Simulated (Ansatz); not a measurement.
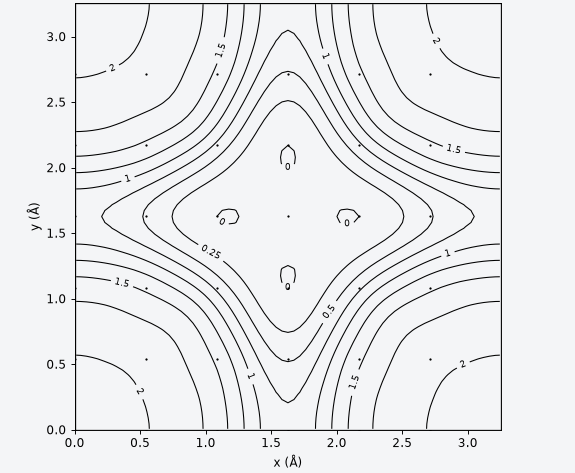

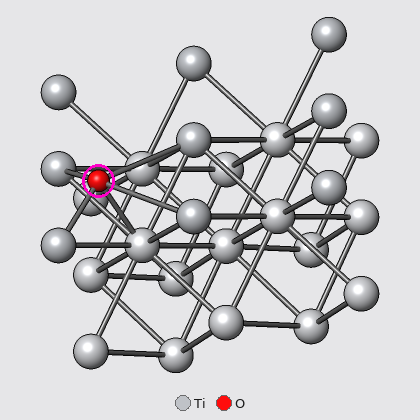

Energy landscape of O on a Ti(100) slab cut from the Im-3m phase, its upper half relaxed before the scan (16 atoms of substrate and one adsorbate in a 2 × 2 cell). 
- O is moved over the surface cell; relaxed at each place: the height of the adsorbate's atoms; substrate rigid; the origin of the map has the adsorbate above Ti13.
- Places are given modulo a cell vector. The map is drawn in real space over the plane of the surface.
- Grid: 6 × 6 points; 10 points were computed and 26 follow by symmetry.
- Places are given in fractions of the 1 × 1 surface cell.
- Energies: eV, counted from the lowest grid point.
- The runs have no spin polarisation; a magnetic state may lie lower.
- Theory: DFT PBE, scalar-relativistic, plane waves, PAW (Ansatz 0.2.0). Settings: cutoff 420 eV, k-mesh 4×4×1, gaussian smearing 0.1 eV, no spin polarisation.

In the figure: contour lines labelled in eV, dots at the grid points, the outline of one cell of the plane. Between grid points the surface is interpolated. The second picture is the structure at the lowest point; rings mark the moved atoms.

Describe this landscape.

Answer. The lowest grid point is at (2/6, 3/6) of the cell vectors [nearest 3 Ti at 2.03 Å]. The highest grid point, the top site over a surface Ti atom, (0/6, 0/6) of the cell vectors, lies 2.06 eV above the lowest. At the lowest point the adsorbate has 3 Ti at 2.03 Å as nearest neighbours, at the highest 1 Ti at 1.68 Å. Its relaxed height above the top atom is 0.48 Å at the lowest and 1.68 Å at the highest point.

Grid values (eV):

```tsv
second ↓, first →	0/6	1/6	2/6	3/6	4/6	5/6
5/6	2.01	1.93	1.45	0.48	1.45	1.93
4/6	1.63	1.45	0.69	0.00	0.69	1.45
3/6	0.79	0.48	0.00	0.06	0.00	0.48
2/6	1.63	1.45	0.69	0.00	0.69	1.45
1/6	2.01	1.93	1.45	0.48	1.45	1.93
0/6	2.06	2.01	1.63	0.79	1.63	2.01
```

The whole map (10 points run) took 20 min on 4 threads of Intel(R) Xeon(R) Platinum 8259CL CPU @ 2.50GHz (Skylake/Cascade Lake) (shared host).

PAW datasets: the set soft_1.
